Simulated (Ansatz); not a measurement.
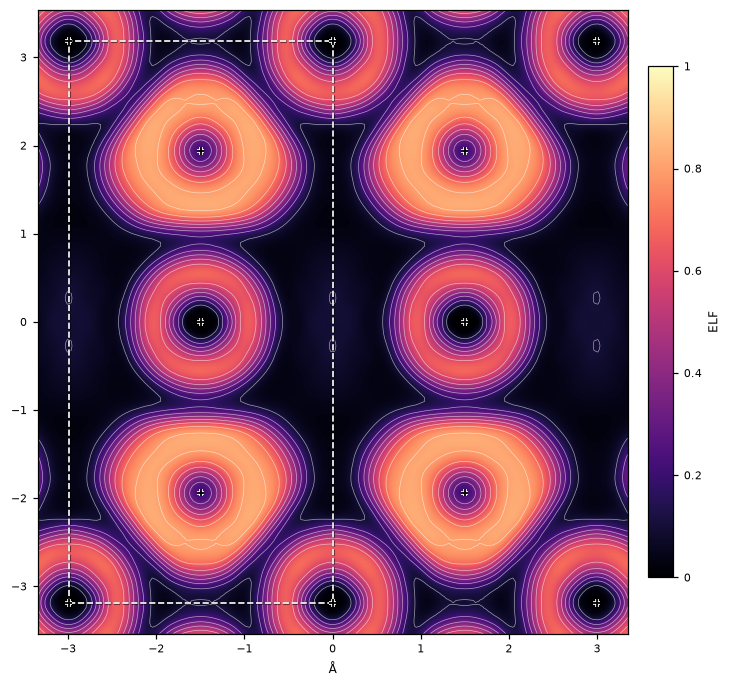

The electron localisation function on a plane through atoms (crosses mark nuclei in the plane).

All numbers below come from DFT, r2SCAN, PAW with Ansatz's default frozen-core files, scalar-relativistic; relaxation of cell and atoms (Ansatz).

Candidates:
A. TiO2, a = 4.51 Å, b = 4.51 Å, c = 3.00 Å, α = 90.00°, β = 90.00°, γ = 90.00°. Space group P4₂/mnm; changed on purpose from its base cell (in-plane strain -0.02, out-of-plane length and atoms relaxed by PAW); computed pressure about 5 GPa in this cell; computed without spin polarisation.
B. SrTiO3, a = 3.95 Å, b = 3.95 Å, c = 3.88 Å, α = 90.00°, β = 90.00°, γ = 90.00°. Space group P4/mmm; changed on purpose from its base cell (in-plane strain +0.01, out-of-plane length and atoms relaxed by PAW); computed pressure about −2 GPa in this cell; computed without spin polarisation.
C. BeSe, a = 5.21 Å, b = 5.21 Å, c = 5.21 Å, α = 90.00°, β = 90.00°, γ = 90.00°. Space group F-43m.

Which candidate gave the map?

Answer. Candidate A: TiO2 on the (110) plane of the conventional cell, which holds Ti and O. Ti–O (1.95 Å): the ELF peaks at about 0.80 in the valence shell of O, 0.6 Å from its nucleus, and is about 0.20 at the midpoint (no localised pair shows between them).
